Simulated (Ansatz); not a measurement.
## Geometry relaxation, with input and output: Si8O17 (part 1 of 2)

System: Si8O17 (defect cell, 25 atoms in the cell).
Method: DFT PBE, scalar-relativistic, plane waves, PAW, PAW set soft_1, spin-polarised (Ansatz 0.2.0).

The structure derives from an entry of the Crystallography Open Database. It belongs to a series of runs on one base structure; here: start relaxed. Figures and captions count atoms from 1; the log counts them from 0 in places.

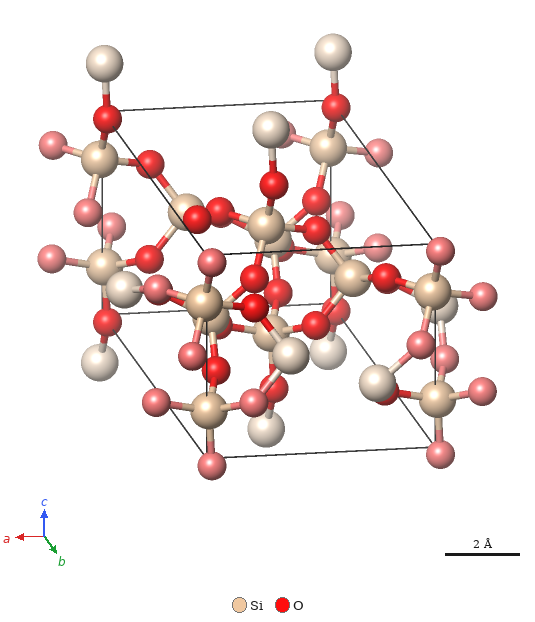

The structure as given in the input (ball-and-stick view of the cell of the calculation, seen at an oblique angle; neighbours outside the cell are drawn fainter). An atom can appear more than once, as a periodic image.

The input:
```yaml
crystal:
  lattice:
    - [-6.8513, 0.0, 0.0]
    - [0.0, -7.3761, 0.0]
    - [-1.385429, 0.0, 6.563883]
  atoms:
    - { symbol: Si, position: [0.48946, 0.5, 0.23495] }
    - { symbol: Si, position: [0.51054, 0.5, 0.76505] }
    - { symbol: Si, position: [0.18933, 0.62804, 0.5781] }
    - { symbol: Si, position: [0.81067, 0.62804, 0.4219] }
    - { symbol: O, position: [0.0, 0.54136, 0.5] }
    - { symbol: O, position: [0.0, 0.05185, 0.0] }
    - { symbol: O, position: [0.87197, 0.81142, 0.29236] }
    - { symbol: O, position: [0.12803, 0.81142, 0.70764] }
    - { symbol: O, position: [0.86568, 0.15874, 0.37777] }
    - { symbol: O, position: [0.13432, 0.15874, 0.62223] }
    - { symbol: O, position: [0.28508, 0.48923, 0.72051] }
    - { symbol: O, position: [0.71492, 0.48923, 0.27949] }
    - { symbol: Si, position: [0.98946, 0.0, 0.23495] }
    - { symbol: Si, position: [0.01054, 0.0, 0.76505] }
    - { symbol: Si, position: [0.68933, 0.12804, 0.5781] }
    - { symbol: Si, position: [0.31067, 0.12804, 0.4219] }
    - { symbol: O, position: [0.5, 0.04136, 0.5] }
    - { symbol: O, position: [0.5, 0.55185, 0.0] }
    - { symbol: O, position: [0.37197, 0.31142, 0.29236] }
    - { symbol: O, position: [0.62803, 0.31142, 0.70764] }
    - { symbol: O, position: [0.36568, 0.65874, 0.37777] }
    - { symbol: O, position: [0.63432, 0.65874, 0.62223] }
    - { symbol: O, position: [0.78508, 0.98923, 0.72051] }
    - { symbol: O, position: [0.21492, 0.98923, 0.27949] }
    - { symbol: O, position: [0.828795, 0.5363294, 0.8375629], spin: 1.0 }
magnetization:
  spin_polarized: true
basis:
  ecutwfc: 420.0
kpoints:
  mp_grid: { grid: [1, 1, 2] }
hamiltonian:
  xc: pbe
  pseudopotentials: { kind: paw, azcp: { folder: soft_1 } }
scf:
  occupations: { method: fermi_dirac, width: 0.05 }
  lower_state_search: "off"
relax:
  f_tol: 0.08
  max_steps: 25
  adjacent_minimum: "off"
```

Launch command:
```bash
ansatz run input.yaml --threads 1 --pin off --max-ram 3072MiB --backend cpu --events-out ev --progress --plain --runs-dir out
```

Output:
```
Engine: ansatz 0.2.0, aarch64-unknown-linux-gnu
Pseudopotentials: kind: paw
Pseudopotential: Si, paw, valence charge 4, recommended cutoff 420 eV (normal), [file]
Pseudopotential: O, paw, valence charge 6, recommended cutoff 420 eV (normal), [file]
Functional definition: PBE
  parameter kappa = 0.804
  parameter beta = 0.06672455060314922
  exchange = pbe_x(kappa = kappa, mu = beta*pi^2/3)
  correlation = pbe_c(beta = beta)
Crystal: 25 atoms, lattice volume = 331.712 Å³
Basis set: ecut = 420 eV, 6497 PW (Γ), exchange–correlation on 96×100×90 points (8 copies of the dense FFT grid, shifted against one another)
Bands: 93, of which v1, the nominal top of the filled ones, is band 67 counted from 1 (66 counted from 0)
Symmetry: 1 space group operations
Space group: P1 (ITA 1), of the structure as read, at distance tolerance 6.9e-5 Å
Magnetic group: BNS 1.1 (UNI 1), of the structure as read, at distance tolerance 6.9e-5 Å
k-points: 2
Non-local potential: Si, projectors of the file, l = 0: 2, l = 1: 2, l = 2: 1
Non-local potential: O, projectors of the file, l = 0: 2, l = 1: 2, l = 2: 1
PAW form: soft (Blöchl's): semilocal exchange-correlation on the pseudo side does not see the compensation charge
PAW one-centre angular grid: Si, 110 points (default); XC on 64 Gauss nodes
PAW one-centre angular grid: O, 110 points (default); XC on 64 Gauss nodes
Initial density: superposition of atomic densities (chi_scale 0.1, normalization cell, long waves kept (reshape's long-wave potential 0.18 eV rms))
Starting moments: Σ|m| = 1 μB on 1 of 25 sites
Initial wavefunctions: pseudopotential atomic-orbital guess
Functional: x = pbe(κ = 0.804, μ = 0.2195149727645171), c = pbe(β = 0.06672455060314922)
SCF iter   1: F=—  HF=-14765.598362 eV  |F-HF|=—  |Δ(HF+E_count)|=         —  Δρ=7.11e-2 (↑6.56e-2 ↓7.11e-2)  dr2=5.11e1  dr2_m=1.18e0  M=2.000 μB ∫|m|=2.015 μB  β_m=1.00  ethr=3.10e-3  ⟨swp⟩=6.0  Hψ=1651  notcnv=0  defer=18
preconditioner: auto → Resta (q_TF=auto, 2.346 Å⁻¹)  ε∞=2.8  [insulator: Δε(μ)=0.321 eV  Ē_g=17.579 eV  σ=0.050 eV  W_gap=0.92  n_scr=72 (ndim 8)  ℏωp=23.6 eV  f_vac=0.136  D(μ)=1.39/eV (n_scr^D=2)  ε∞_Penn≈2.8]
spin=Collinear: Resta preconditioning applied to the charge; magnetization (m = ρ↑ − ρ↓) channel mixes plain (no charge-response kernel on spin).
SCF iter   2: F=—  HF=-14754.169872 eV  |F-HF|=—  |Δ(HF+E_count)|=    1.14e1  Δρ=3.04e-2 (↑2.99e-2 ↓3.04e-2)  dr2=1.12e1  dr2_m=2.20e-2  M=2.000 μB ∫|m|=2.038 μB  β_m=1.00  ethr=3.10e-3  ⟨swp⟩=3.0  Hψ=750  notcnv=0  defer=72
SCF iter   3: F=—  HF=-14751.886227 eV  |F-HF|=—  |Δ(HF+E_count)|=    2.28e0  Δρ=1.67e-2 (↑1.57e-2 ↓1.67e-2)  dr2=1.55e0  dr2_m=2.64e-2  M=2.000 μB ∫|m|=2.049 μB  β_m=0.30  ethr=3.10e-3  ⟨swp⟩=3.0  Hψ=712  notcnv=0  defer=74
SCF iter   4: F=—  HF=-14751.884690 eV  |F-HF|=—  |Δ(HF+E_count)|=   1.54e-3  Δρ=4.72e-3 (↑4.72e-3 ↓3.57e-3)  dr2=2.13e-1  dr2_m=4.87e-3  M=2.000 μB ∫|m|=2.052 μB  β_m=1.00  ethr=1.16e-3  ⟨swp⟩=2.0  Hψ=662  notcnv=0  defer=74
SCF iter   5: F=—  HF=-14751.928838 eV  |F-HF|=—  |Δ(HF+E_count)|=   4.41e-2  Δρ=2.66e-3 (↑2.33e-3 ↓2.66e-3)  dr2=4.40e-2  dr2_m=6.25e-3  M=2.000 μB ∫|m|=2.059 μB  β_m=0.30  ethr=1.59e-4  ⟨swp⟩=2.5  Hψ=532  notcnv=0  defer=74
SCF iter   6: F=—  HF=-14751.968298 eV  |F-HF|=—  |Δ(HF+E_count)|=   3.95e-2  Δρ=2.58e-3 (↑1.32e-3 ↓2.58e-3)  dr2=1.31e-2  dr2_m=8.23e-3  M=2.000 μB ∫|m|=2.060 μB  β_m=0.30  ethr=3.28e-5  ⟨swp⟩=2.0  Hψ=661  notcnv=0  defer=74
Mixer restart at iter 6: flushing history
spin-set hold released at iteration 6 (site moments contracting): the magnetisation degrees of freedom join the quasi-Newton model from the next iteration; the mixer history was flushed
SCF iter   7: F=—  HF=-14751.984771 eV  |F-HF|=—  |Δ(HF+E_count)|=   1.65e-2  Δρ=2.31e-3 (↑1.03e-3 ↓2.31e-3)  dr2=7.75e-3  dr2_m=6.45e-3  M=2.000 μB ∫|m|=2.062 μB  β_m=0.64  ethr=9.75e-6  ⟨swp⟩=2.0  Hψ=506  notcnv=0  defer=74
SCF iter   8: F=—  HF=-14752.010137 eV  |F-HF|=—  |Δ(HF+E_count)|=   2.54e-2  Δρ=2.17e-3 (↑4.15e-4 ↓2.17e-3)  dr2=7.98e-3  dr2_m=3.78e-3  M=2.000 μB ∫|m|=2.067 μB  β_m=0.82  ethr=5.78e-6  ⟨swp⟩=2.0  Hψ=562  notcnv=0  defer=74
SCF iter   9: F=—  HF=-14752.013343 eV  |F-HF|=—  |Δ(HF+E_count)|=   3.21e-3  Δρ=1.25e-3 (↑2.76e-4 ↓1.25e-3)  dr2=2.14e-3  dr2_m=1.34e-3  M=2.000 μB ∫|m|=2.069 μB  β_m=0.91  ethr=5.78e-6  ⟨swp⟩=2.0  Hψ=543  notcnv=0  defer=74
SCF iter  10: F=—  HF=-14752.016337 eV  |F-HF|=—  |Δ(HF+E_count)|=   2.99e-3  Δρ=7.50e-4 (↑2.28e-4 ↓7.50e-4)  dr2=1.21e-3  dr2_m=4.13e-4  M=2.000 μB ∫|m|=2.069 μB  β_m=0.96  ethr=1.59e-6  ⟨swp⟩=2.5  Hψ=621  notcnv=0  defer=74
SCF iter  11: F=—  HF=-14752.017183 eV  |F-HF|=—  |Δ(HF+E_count)|=   8.46e-4  Δρ=4.40e-4 (↑3.14e-4 ↓4.40e-4)  dr2=1.10e-3  dr2_m=7.19e-5  M=2.000 μB ∫|m|=2.070 μB  β_m=0.81  ethr=9.03e-7  ⟨swp⟩=2.8  Hψ=596  notcnv=0  defer=74
SCF iter  12: F=—  HF=-14752.017063 eV  |F-HF|=—  |Δ(HF+E_count)|=   1.20e-4  Δρ=1.72e-4 (↑3.85e-5 ↓1.72e-4)  dr2=4.33e-5  dr2_m=2.65e-5  M=2.000 μB ∫|m|=2.070 μB  β_m=0.91  ethr=8.24e-7  ⟨swp⟩=2.0  Hψ=557  notcnv=0  defer=74
SCF iter  13: F=-14752.017086 eV  HF=-14752.017100 eV  |F-HF|=1.48e-5  |Δ(HF+E_count)|=   3.79e-5  Δρ=9.09e-5 (↑4.72e-5 ↓9.09e-5)  dr2=2.74e-5  dr2_m=5.31e-6  M=2.000 μB ∫|m|=2.070 μB  ethr=3.23e-8  ⟨swp⟩=4.0  Hψ=1109  notcnv=0
SCF 1 converged in 13 iterations: F = -14752.017086 eV  dr2 = 2.74e-5
  greatest PAW one-centre occupation: 0.896 electrons in one spin orbital (limit 2), on the O atom at site 24 (counted from 0), in its partial waves of l = 0
relax step   1: F+E_penalty+E_count = -14752.01708565 eV  Δ(F+E_penalty+E_count) = +0.000e0 eV  max|allowed force component| = 1.234e0 eV/Å  Δτ_max = 0.0000 Å  (13 SCF iters, dr2 threshold 1.00e-4 eV, accepted)
Initial density: handed on by an earlier stage of this run
Starting moments: Σ|m| = 1 μB on 1 of 25 sites; this step starts from the density that it was given
Initial wavefunctions: those handed on with the density
iter 1 solved again at ethr=2.58e-4 eV; its pass at ethr=3.10e-3 eV (dr2=3.45e-1 eV) is discarded
SCF iter   1: F=—  HF=-14751.593348 eV  |F-HF|=—  |Δ(HF+E_count)|=         —  Δρ=2.36e-2 (↑6.22e-3 ↓2.36e-2)  dr2=3.45e-1  dr2_m=6.05e-1  M=2.000 μB ∫|m|=2.093 μB  β_m=0.30  ethr=2.58e-4  ⟨swp⟩=1.0  Hψ=1301  notcnv=0  defer=74
preconditioner: auto → Resta (q_TF=auto, 2.346 Å⁻¹)  ε∞=3.1  [insulator: Δε(μ)=0.744 eV  Ē_g=16.443 eV  σ=0.050 eV  W_gap=1.00  n_scr=72 (ndim 8)  ℏωp=23.6 eV  f_vac=0.194  D(μ)=0.02/eV (n_scr^D=0)  ε∞_Penn≈3.1]
spin=Collinear: Resta preconditioning applied to the charge; magnetization (m = ρ↑ − ρ↓) channel mixes plain (no charge-response kernel on spin).
SCF iter   2: F=—  HF=-14751.904205 eV  |F-HF|=—  |Δ(HF+E_count)|=   3.11e-1  Δρ=1.67e-2 (↑5.13e-3 ↓1.67e-2)  dr2=1.36e-1  dr2_m=3.27e-1  M=2.000 μB ∫|m|=2.084 μB  β_m=0.63  ethr=2.58e-4  ⟨swp⟩=2.0  Hψ=530  notcnv=0  defer=74
SCF iter   3: F=—  HF=-14752.264168 eV  |F-HF|=—  |Δ(HF+E_count)|=   3.60e-1  Δρ=3.53e-3 (↑2.02e-3 ↓3.53e-3)  dr2=5.44e-2  dr2_m=8.88e-3  M=2.000 μB ∫|m|=2.072 μB  β_m=0.57  ethr=1.02e-4  ⟨swp⟩=3.0  Hψ=624  notcnv=0  defer=74
SCF iter   4: F=—  HF=-14752.259689 eV  |F-HF|=—  |Δ(HF+E_count)|=   4.48e-3  Δρ=1.26e-3 (↑5.14e-4 ↓1.26e-3)  dr2=2.40e-3  dr2_m=1.37e-3  M=2.000 μB ∫|m|=2.070 μB  β_m=0.75  ethr=4.06e-5  ⟨swp⟩=2.0  Hψ=580  notcnv=0  defer=74
SCF iter   5: F=—  HF=-14752.260840 eV  |F-HF|=—  |Δ(HF+E_count)|=   1.15e-3  Δρ=8.77e-4 (↑2.72e-4 ↓8.77e-4)  dr2=1.31e-3  dr2_m=6.48e-4  M=2.000 μB ∫|m|=2.069 μB  β_m=0.88  ethr=1.79e-6  ⟨swp⟩=2.0  Hψ=592  notcnv=0  defer=74
SCF iter   6: F=—  HF=-14752.261556 eV  |F-HF|=—  |Δ(HF+E_count)|=   7.16e-4  Δρ=5.31e-4 (↑1.30e-4 ↓5.31e-4)  dr2=5.65e-4  dr2_m=2.24e-4  M=2.000 μB ∫|m|=2.070 μB  β_m=0.94  ethr=9.75e-7  ⟨swp⟩=2.0  Hψ=547  notcnv=0  defer=74
SCF iter   7: F=—  HF=-14752.261896 eV  |F-HF|=—  |Δ(HF+E_count)|=   3.40e-4  Δρ=2.64e-4 (↑1.77e-4 ↓2.64e-4)  dr2=3.55e-4  dr2_m=2.84e-5  M=2.000 μB ∫|m|=2.070 μB  β_m=0.82  ethr=4.21e-7  ⟨swp⟩=2.8  Hψ=563  notcnv=0  defer=74
SCF iter   8: F=-14752.261846 eV  HF=-14752.261852 eV  |F-HF|=6.27e-6  |Δ(HF+E_count)|=   4.40e-5  Δρ=9.40e-5 (↑4.41e-5 ↓9.40e-5)  dr2=2.47e-5  dr2_m=6.49e-6  M=2.000 μB ∫|m|=2.070 μB  ethr=7.10e-8  ⟨swp⟩=3.0  Hψ=1416  notcnv=0
[...]
  greatest PAW one-centre occupation: 0.895 electrons in one spin orbital (limit 2), on the O atom at site 24 (counted from 0), in its partial waves of l = 0
relax step   2: F+E_penalty+E_count = -14752.26184559 eV  Δ(F+E_penalty+E_count) = -2.448e-1 eV  max|allowed force component| = 5.651e-1 eV/Å  Δτ_max = 0.1948 Å  (8 SCF iters, dr2 threshold 9.52e-5 eV, accepted)
preconditioner: auto → Resta (q_TF=auto, 2.346 Å⁻¹)  ε∞=3.1  [insulator: Δε(μ)=0.977 eV  Ē_g=16.439 eV  σ=0.050 eV  W_gap=1.00  n_scr=72 (ndim 8)  ℏωp=23.6 eV  f_vac=0.189  D(μ)=0.00/eV (n_scr^D=0)  ε∞_Penn≈3.1]
spin=Collinear: Resta preconditioning applied to the charge; magnetization (m = ρ↑ − ρ↓) channel mixes plain (no charge-response kernel on spin).
relax step   3: F+E_penalty+E_count = -14752.38443332 eV  Δ(F+E_penalty+E_count) = -1.226e-1 eV  max|allowed force component| = 4.087e-1 eV/Å  Δτ_max = 0.1720 Å  (9 SCF iters, dr2 threshold 2.00e-5 eV, accepted)
preconditioner: auto → Resta (q_TF=auto, 2.346 Å⁻¹)  ε∞=3.1  [insulator: Δε(μ)=0.993 eV  Ē_g=16.444 eV  σ=0.050 eV  W_gap=1.00  n_scr=72 (ndim 8)  ℏωp=23.6 eV  f_vac=0.187  D(μ)=0.00/eV (n_scr^D=0)  ε∞_Penn≈3.1]
spin=Collinear: Resta preconditioning applied to the charge; magnetization (m = ρ↑ − ρ↓) channel mixes plain (no charge-response kernel on spin).
relax step   4: F+E_penalty+E_count = -14752.44477874 eV  Δ(F+E_penalty+E_count) = -6.035e-2 eV  max|allowed force component| = 2.242e-1 eV/Å  Δτ_max = 0.2000 Å  (8 SCF iters, dr2 threshold 3.50e-5 eV, accepted)
preconditioner: auto → Resta (q_TF=auto, 2.346 Å⁻¹)  ε∞=3.1  [insulator: Δε(μ)=1.059 eV  Ē_g=16.455 eV  σ=0.050 eV  W_gap=1.00  n_scr=72 (ndim 8)  ℏωp=23.6 eV  f_vac=0.185  D(μ)=0.00/eV (n_scr^D=0)  ε∞_Penn≈3.1]
spin=Collinear: Resta preconditioning applied to the charge; magnetization (m = ρ↑ − ρ↓) channel mixes plain (no charge-response kernel on spin).
relax step   5: F+E_penalty+E_count = -14752.49371366 eV  Δ(F+E_penalty+E_count) = -4.893e-2 eV  max|allowed force component| = 1.339e-1 eV/Å  Δτ_max = 0.2000 Å  (12 SCF iters, dr2 threshold 1.51e-5 eV, accepted)
preconditioner: auto → Resta (q_TF=auto, 2.346 Å⁻¹)  ε∞=3.1  [insulator: Δε(μ)=1.106 eV  Ē_g=16.456 eV  σ=0.050 eV  W_gap=1.00  n_scr=72 (ndim 8)  ℏωp=23.6 eV  f_vac=0.183  D(μ)=0.00/eV (n_scr^D=0)  ε∞_Penn≈3.1]
spin=Collinear: Resta preconditioning applied to the charge; magnetization (m = ρ↑ − ρ↓) channel mixes plain (no charge-response kernel on spin).
relax step   6: F+E_penalty+E_count = -14752.53069629 eV  Δ(F+E_penalty+E_count) = -3.698e-2 eV  max|allowed force component| = 1.005e-1 eV/Å  Δτ_max = 0.1944 Å  (19 SCF iters, accepted)
preconditioner: auto → Resta (q_TF=auto, 2.346 Å⁻¹)  ε∞=3.1  [insulator: Δε(μ)=0.889 eV  Ē_g=16.463 eV  σ=0.050 eV  W_gap=1.00  n_scr=72 (ndim 8)  ℏωp=23.6 eV  f_vac=0.181  D(μ)=0.00/eV (n_scr^D=0)  ε∞_Penn≈3.1]
spin=Collinear: Resta preconditioning applied to the charge; magnetization (m = ρ↑ − ρ↓) channel mixes plain (no charge-response kernel on spin).
relax step   7: F+E_penalty+E_count = -14752.55544628 eV  Δ(F+E_penalty+E_count) = -2.475e-2 eV  max|allowed force component| = 1.328e-1 eV/Å  Δτ_max = 0.2000 Å  (20 SCF iters, accepted)
preconditioner: auto → Resta (q_TF=auto, 2.346 Å⁻¹)  ε∞=3.1  [insulator: Δε(μ)=0.824 eV  Ē_g=16.465 eV  σ=0.050 eV  W_gap=1.00  n_scr=72 (ndim 8)  ℏωp=23.6 eV  f_vac=0.181  D(μ)=0.01/eV (n_scr^D=0)  ε∞_Penn≈3.1]
spin=Collinear: Resta preconditioning applied to the charge; magnetization (m = ρ↑ − ρ↓) channel mixes plain (no charge-response kernel on spin).
relax step   8: F+E_penalty+E_count = -14752.57064142 eV  Δ(F+E_penalty+E_count) = -1.520e-2 eV  max|allowed force component| = 1.222e-1 eV/Å  Δτ_max = 0.1980 Å  (14 SCF iters, dr2 threshold 9.93e-6 eV, accepted)
preconditioner: auto → Resta (q_TF=auto, 2.346 Å⁻¹)  ε∞=3.0  [insulator: Δε(μ)=1.004 eV  Ē_g=16.522 eV  σ=0.050 eV  W_gap=1.00  n_scr=72 (ndim 8)  ℏωp=23.6 eV  f_vac=0.184  D(μ)=0.00/eV (n_scr^D=0)  ε∞_Penn≈3.0]
spin=Collinear: Resta preconditioning applied to the charge; magnetization (m = ρ↑ − ρ↓) channel mixes plain (no charge-response kernel on spin).
relax step   9: F+E_penalty+E_count = -14752.54512631 eV  Δ(F+E_penalty+E_count) = +2.552e-2 eV  max|allowed force component| = 3.807e-1 eV/Å  Δτ_max = 0.1215 Å  (11 SCF iters, dr2 threshold 1.26e-5 eV, rejected (line search))
preconditioner: auto → Resta (q_TF=auto, 2.346 Å⁻¹)  ε∞=3.1  [insulator: Δε(μ)=1.033 eV  Ē_g=16.480 eV  σ=0.050 eV  W_gap=1.00  n_scr=72 (ndim 8)  ℏωp=23.6 eV  f_vac=0.182  D(μ)=0.00/eV (n_scr^D=0)  ε∞_Penn≈3.1]
spin=Collinear: Resta preconditioning applied to the charge; magnetization (m = ρ↑ − ρ↓) channel mixes plain (no charge-response kernel on spin).
relax step  10: F+E_penalty+E_count = -14752.58020303 eV  Δ(F+E_penalty+E_count) = -9.562e-3 eV  max|allowed force component| = 5.293e-2 eV/Å  Δτ_max = 0.0599 Å  (14 SCF iters, accepted)
```

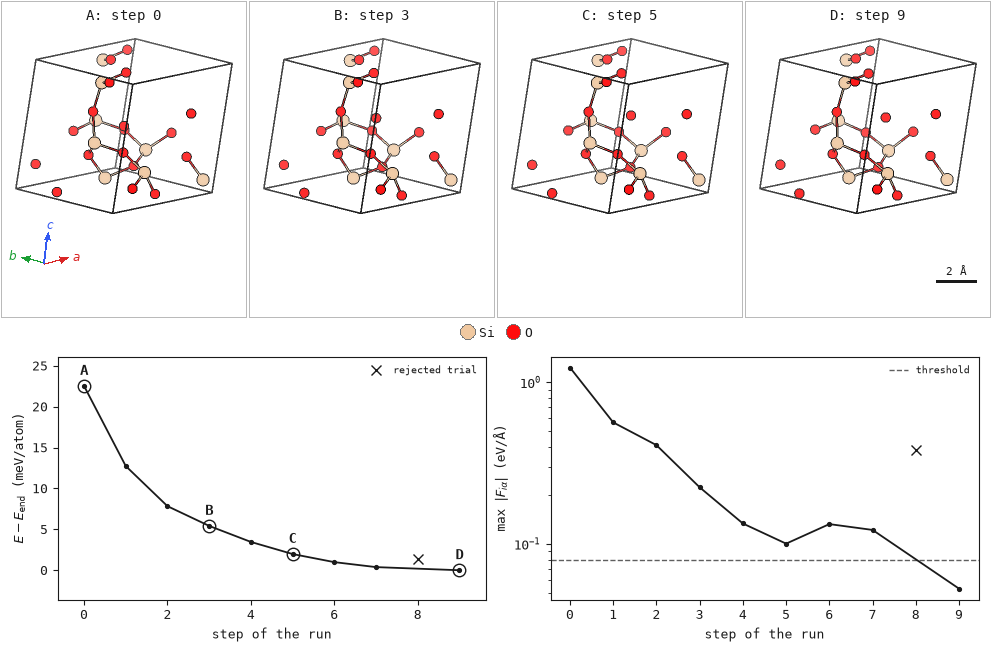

Frames of the relaxation (ball-and-stick view of the cell of the calculation (origin shifted), seen at an oblique angle) above the curves, on which the letters mark them (the first geometry is step 0 here and step 1 in the log).
